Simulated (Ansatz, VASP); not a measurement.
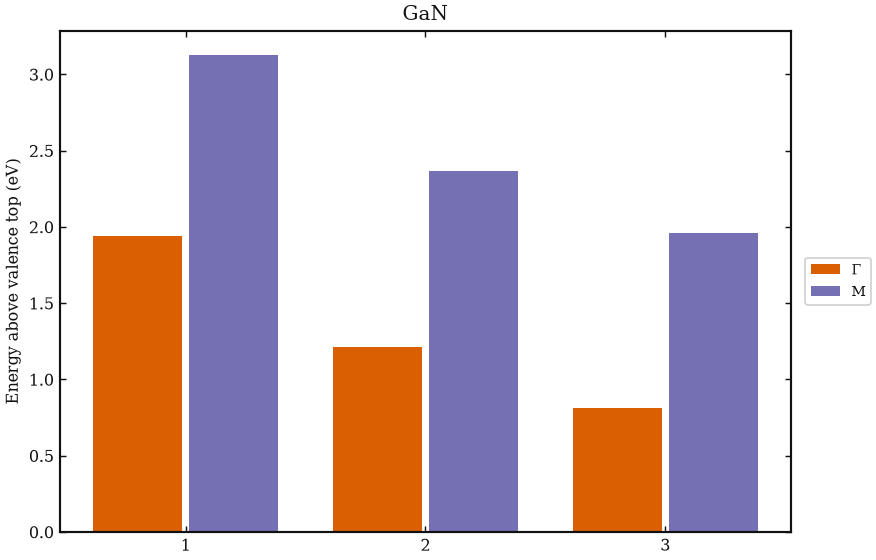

Lowest conduction level at each named k point, counted from the valence-band top at Γ, by several methods on one cell of GaN, space group P6_3mc (No. 186), 8 atoms in the cell; a = 3.212 Å, c = 10.357 Å (hexagonal axes). All runs are without spin-orbit coupling and carry no moments.

Which column is which method? They are r2SCAN, HSE06 and PBE.

Answer. 1 is HSE06; 2 is r2SCAN; 3 is PBE.

| method | program | Γ (eV) | M (eV) |
| --- | --- | --- | --- |
| PBE | Ansatz | 0.81 | 1.96 |
| r2SCAN | VASP | 1.21 | 2.37 |
| HSE06 | Ansatz | 1.94 | 3.13 |

Does HSE06 shift these levels rigidly from PBE?

Answer. The shifts are +1.13 eV at Γ and +1.17 eV at M: a spread of 0.04 eV on a mean of 1.15 eV, so one shift describes them well.

Settings. PBE: Ansatz PAW, 10×10×3 k mesh, 420 eV cutoff, Fermi-Dirac smearing of 0.05 eV (Ansatz 0.2.0). r2SCAN: VASP PAW PBE potentials, release 64 (Ga_d, N), 10×10×4 k mesh, 520 eV cutoff, Gaussian smearing of 0.02 eV (VASP). HSE06: Ansatz PAW, 6×6×2 k mesh, 420 eV cutoff, Fermi-Dirac smearing of 0.05 eV (Ansatz 0.2.0).

These are three of the 5 methods that were run on this cell. Runs that lie over 0.07 eV from the median of the programs for their method weren't drawn. The runs come from different programs and meshes, which adds differences of its own. The usual form of GaN is wurtzite. LDA, GGA and most meta-GGA functionals understate gaps. r2SCAN and HSE06: the PAW data sets were made with another functional. HSE06: the k mesh is thin for exact exchange.
